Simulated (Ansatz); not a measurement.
System: GaN.

Input file:

```
crystal:
  lattice:
    - [0.0, 2.135235, 2.135235]
    - [2.135235, 0.0, 2.135235]
    - [2.135235, 2.135235, 0.0]
  atoms:
    - { symbol: Ga, position: [0.0, 0.0, 0.0] }
    - { symbol: "N", position: [0.5, 0.5, 0.5] }
basis:
  ecutwfc: 500
kpoints:
  mp_grid: { grid: [12, 12, 12] }
hamiltonian:
  xc: r2scan
scf:
  occupations: { method: gaussian, width: 0.05 }
output:
  forces: true
  stress: true
  eigenvalues: true
  write_density: true
  write_potential: true
  elf: true
  volumetric_format: npy
```

Command:

```sh
ansatz run input.yaml --threads 1 --pin off --max-ram 2560MiB --backend cpu --events-out ev --progress --plain --runs-dir out
```

Below, planes, directions and counts refer to the conventional cell (a = 4.27 Å, b = 4.27 Å, c = 4.27 Å, α = 90.00°, β = 90.00°, γ = 90.00°).

Space group Fm-3m; a structure from a database of computed crystals, not necessarily the ambient phase; computed pressure about −8 GPa in this cell.

Method: DFT r2SCAN, scalar-relativistic, plane waves, PAW in Ansatz.

> What can the converged valence pseudo-density and electron localisation function tell about the bonding?

Ga–N (2.14 Å): ρ is about 0.5 e/Å³ halfway; the ELF peaks at about 0.85 in the valence shell of N, 0.7 Å from its nucleus, and is about 0.40 at the midpoint.

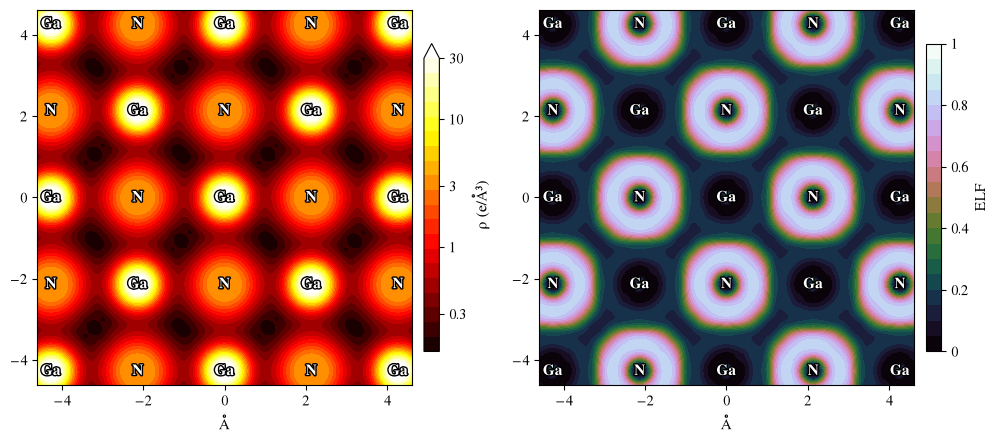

Computed valence pseudo-density and electron localisation function on the (001) plane of the conventional cell, in this order. 

Core electrons are frozen (PAW), and the valence fields are smoothed inside the atomic spheres.
